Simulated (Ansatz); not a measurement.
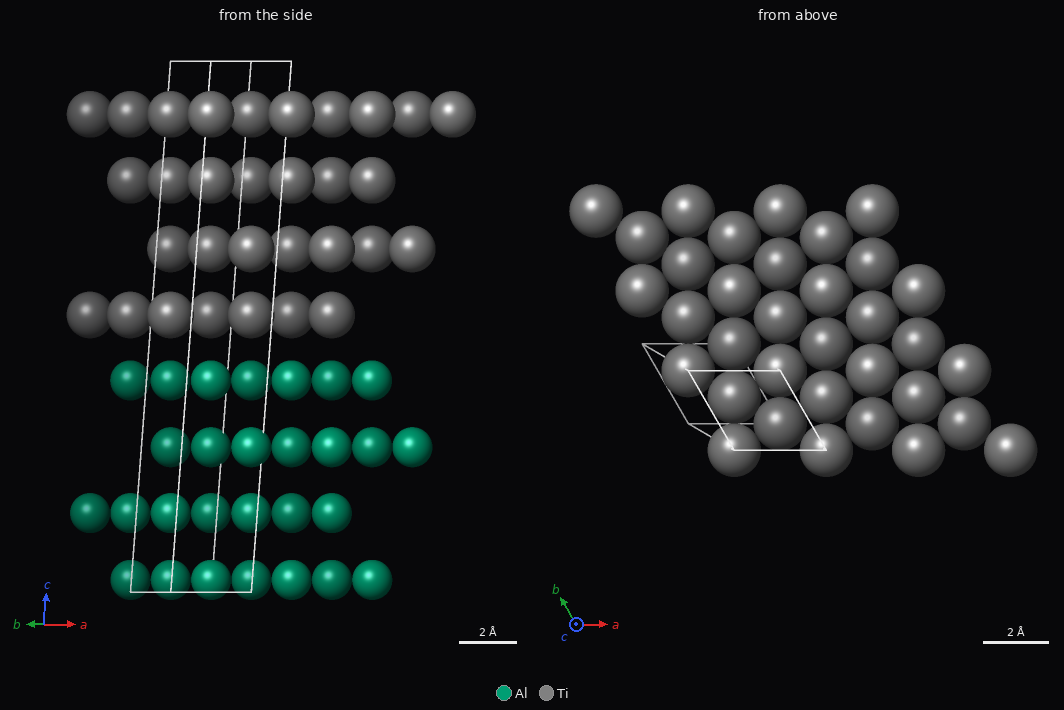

A spheres-only picture of a periodic stack of two materials, seen from the side and from above; the box is the simulation cell in a reduced setting, and 3×3 cells are drawn in the plane (a layer on the cell's face shows at both ends).

Give the two components and their Miller indices.

Al (1 1 1) (Fm-3m, 4 atoms) and Ti (1 1 1) (Fm-3m, 4 atoms).

Give the in-plane cell and the period of the stack.

The in-plane vectors are 2.86 and 2.86 Å long, those of Al, to which Ti is strained; the stack repeats after 18.8 Å.

The atoms and the stacking vector were relaxed with Ansatz 0.2.0, DFT PBE, scalar-relativistic, plane waves, PAW, the in-plane cell held. The two parents, named as they started, are listed structures, not always the stable forms, and thin layers can change their stacking on relaxation.
